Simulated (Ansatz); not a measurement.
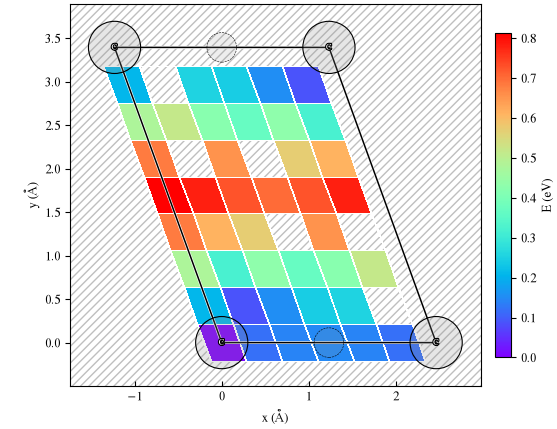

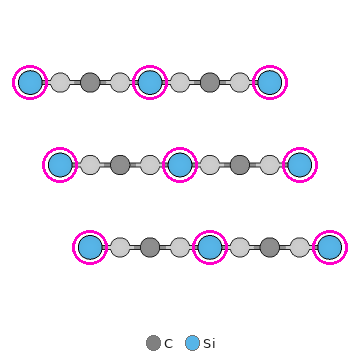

Energy landscape of Si on a C(010) slab cut from the Fmmm phase, its upper half relaxed before the scan (12 atoms of substrate and one adsorbate in a 2 × 1 cell). Si is moved over the surface cell at a fixed height above a rigid substrate; the origin of the map has the adsorbate above C11; the height is held at 2.80 Å. Places are given modulo a cell vector. The map is drawn in real space over the plane of the surface. Grid: 6 × 8 points; 23 points were computed and 19 follow by symmetry. At 6 points there is no value. Places are given in fractions of the 1 × 1 surface cell. Energies are in eV, from the lowest grid point. Energies and slopes of some neighbouring points disagree (a jump in structure or state, or too coarse a mesh). The magnetic moment jumps between some neighbouring points. At a fixed height the lowest place need not be the adsorption site. Theory: DFT PBE+D3(BJ), scalar-relativistic, plane waves, PAW (Ansatz). Settings: cutoff 420 eV, k-mesh 6×8×1, gaussian smearing 0.05 eV, spin-polarised.

The picture shows one coloured cell a grid point, labelled circles for the atoms of the top layer and small ones for the second layer, the outline of one cell of the plane, hatched blanks where no value was computed. The second picture is the structure at the lowest point; rings mark the moved atoms.

Describe this landscape.

The lowest grid point is at the top site over a surface C atom, (0/6, 0/8) of the cell vectors. The highest grid point, the trough between two rows of top atoms, (0/6, 4/8) of the cell vectors, lies 0.81 eV above the lowest. At the lowest point the adsorbate has 1 C at 2.80 Å as nearest neighbours, at the highest 2 C at 3.33 Å.

The input of one point:

```yaml
crystal:
  lattice:
    - [4.9311586499, 0.0, 0.0]
    - [-1.2327896625, 3.3947778379, 0.0]
    - [0.0, 0.0, 22.3359273566]
  atoms:
    - { symbol: C, position: [0.25, 0.0, 0.179083677] }
    - { symbol: C, position: [0.75, 0.0, 0.179083677] }
    - { symbol: C, position: [0.0, 0.0, 0.2109204464] }
    - { symbol: C, position: [0.5, 0.0, 0.2109204464] }
    - { symbol: C, position: [0.0, 0.0, 0.2746309355] }
    - { symbol: C, position: [0.5, 0.0, 0.2746309355] }
    - { symbol: C, position: [0.25, 0.0, 0.3057016522] }
    - { symbol: C, position: [0.75, 0.0, 0.3057016522] }
    - { symbol: C, position: [0.25, 0.0, 0.3723849422] }
    - { symbol: C, position: [0.75, 0.0, 0.3723849422] }
    - { symbol: C, position: [0.0, 0.0, 0.4000696821] }
    - { symbol: C, position: [0.5, 0.0, 0.4000696821] }
    - { symbol: Si, position: [0.0, 0.0, 0.525428256], spin: 2.0 }
basis:
  ecutwfc: 420
kpoints:
  mp_grid: { grid: [6, 8, 1] }
hamiltonian:
  xc: pbe
  pseudopotentials: { kind: paw, azcp: { folder: soft_1 } }
  dispersion: d3bj
scf:
  occupations: { method: gaussian, width: 0.05 }
output:
  forces: true
  eigenvalues: true
  populations: true
magnetization:
  spin_polarized: true
efield:
  axis: 3
  dipole_correction: true
  ramp_width: 0.04
```

The whole map (23 points run) took 48 min on 2 threads of Intel(R) Xeon(R) Platinum 8488C (Sapphire Rapids) (shared host).
